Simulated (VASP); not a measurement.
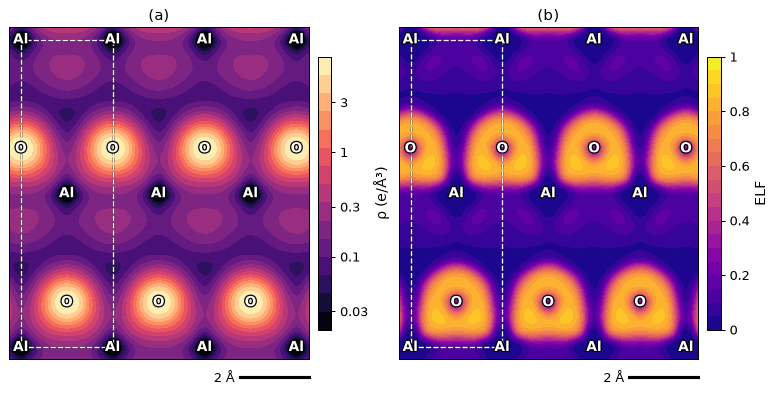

Figure 1: Al₂O₃. (a) valence charge density (pseudo); (b) ELF on the (001) plane of the conventional cell.

Space group Cmcm; a structure from a database of computed crystals, not necessarily the ambient phase; computed pressure about −11 GPa in this cell.

The calculation used Kohn-Sham DFT of a periodic cell, LDA, VASP PAW LDA potentials, recommended (VASP).

In a PAW calculation such maps are meaningful between the atoms, not at the nuclei.

```yaml
crystal:
  lattice:
    - [2.67392, 0.00000, 0.00000]
    - [0.00000, 8.95412, 0.00000]
    - [0.00000, 0.00000, 7.04503]
  atoms:
    - { symbol: Al, position: [0.00000, 0.00000, 0.00000] }
    - { symbol: Al, position: [0.50000, 0.50000, 0.00000] }
    - { symbol: Al, position: [0.00000, 0.75455, 0.25000] }
    - { symbol: Al, position: [0.50000, 0.25455, 0.25000] }
    - { symbol: Al, position: [0.00000, 0.24545, 0.75000] }
    - { symbol: Al, position: [0.50000, 0.74545, 0.75000] }
    - { symbol: Al, position: [0.00000, 0.00000, 0.50000] }
    - { symbol: Al, position: [0.50000, 0.50000, 0.50000] }
    - { symbol: O, position: [0.00000, 0.36695, 0.42168] }
    - { symbol: O, position: [0.50000, 0.86695, 0.42168] }
    - { symbol: O, position: [0.00000, 0.10942, 0.25000] }
    - { symbol: O, position: [0.50000, 0.60942, 0.25000] }
    - { symbol: O, position: [0.00000, 0.63305, 0.57832] }
    - { symbol: O, position: [0.50000, 0.13305, 0.57832] }
    - { symbol: O, position: [0.00000, 0.63305, 0.92168] }
    - { symbol: O, position: [0.50000, 0.13305, 0.92168] }
    - { symbol: O, position: [0.00000, 0.89058, 0.75000] }
    - { symbol: O, position: [0.50000, 0.39058, 0.75000] }
    - { symbol: O, position: [0.00000, 0.36695, 0.07832] }
    - { symbol: O, position: [0.50000, 0.86695, 0.07832] }
```

### What do the fields say about this system?

- Atoms in the plane: Al and O.
- Al–O (1.86 Å): the density is about 0.66 e/Å³ at the midpoint; the ELF peaks at about 0.85 in the valence shell of O, 0.7 Å from its nucleus, and is about 0.80 at the midpoint.
- Between the atoms the lowest density in this plane is 0.06 e/Å³.

### Metal or insulator at this level of theory?

It is gapped, with a Kohn–Sham gap of 4.3 eV on the k-point mesh, an upper bound to the gap of this method.
